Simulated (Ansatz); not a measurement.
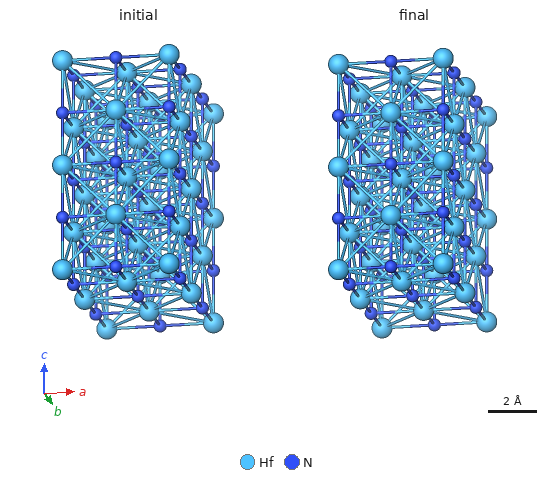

The structure of solid HfN (set up in Fm-3m) before (left) and after (right) a relaxation, at one scale.

Style: ball-and-stick. Shown: the conventional cell (4 times the calculation's cell), repeated 1 × 2 × 2 with one cell outlined, from a free direction. Lengths and directions refer to the drawn axes.

Case: relaxed at 16 GPa.

Computed with DFT PBE, scalar-relativistic, plane waves, PAW (Ansatz).

Input
```yaml
crystal:
  lattice:
    - [0.0, 2.2743602401, 2.2743602401]
    - [2.2743602401, 0.0, 2.2743602401]
    - [2.2743602401, 2.2743602401, 0.0]
  atoms:
    - { symbol: Hf, position: [0.0, 0.0, 0.0] }
    - { symbol: "N", position: [0.5, 0.5, 0.5] }
basis:
  ecutwfc: 420
kpoints:
  mp_grid: { grid: [16, 16, 16] }
hamiltonian:
  xc: pbe
scf:
  occupations: { method: fermi_dirac, width: 0.15 }
output:
  forces: true
  stress: true
  eigenvalues: true
relax:
  adjacent_minimum: "off"
  f_tol: 0.001
  max_steps: 60
  cell: { stress_tol: 0.02, p_target: 16.0 }
```

Launched with:
```bash
ansatz run input.yaml --threads 1 --pin off --max-ram 3072MiB --backend cpu --events-out ev --progress --plain --runs-dir out
```

> Summarise the run.

No atom moves by more than 0.005 Å relative to the cell. The drawn cell changes as follows: a = b = c 4.549 → 4.467 Å (−1.8 %); the volume changes by −5.3 %. Near-neighbour distances that change, for instance: Hf1–Hf1 3.216 → 3.159 Å, Hf1–N2 2.274 → 2.234 Å. The space group stays Fm-3m (No. 225). Over 5 accepted moves (7 points after the start) the energy rises by 59.2 meV per cell of the calculation. With the target pressure of 16 GPa, the enthalpy E + pV changes by −65.0 meV per cell of the calculation. All forces vanish by symmetry, so only the cell relaxes. The pressure goes from 0.00 to 16.00 GPa. The SCF was repeated twice at an unchanged geometry on a basis and grid sized afresh for the cell, which shifted the energy by 3.0 meV per cell of the calculation at most. Cost: 28 s on 1 thread of Intel(R) Xeon(R) Platinum 8375C CPU @ 2.90GHz (Ice Lake) (shared host), peak memory 0.39 GiB.
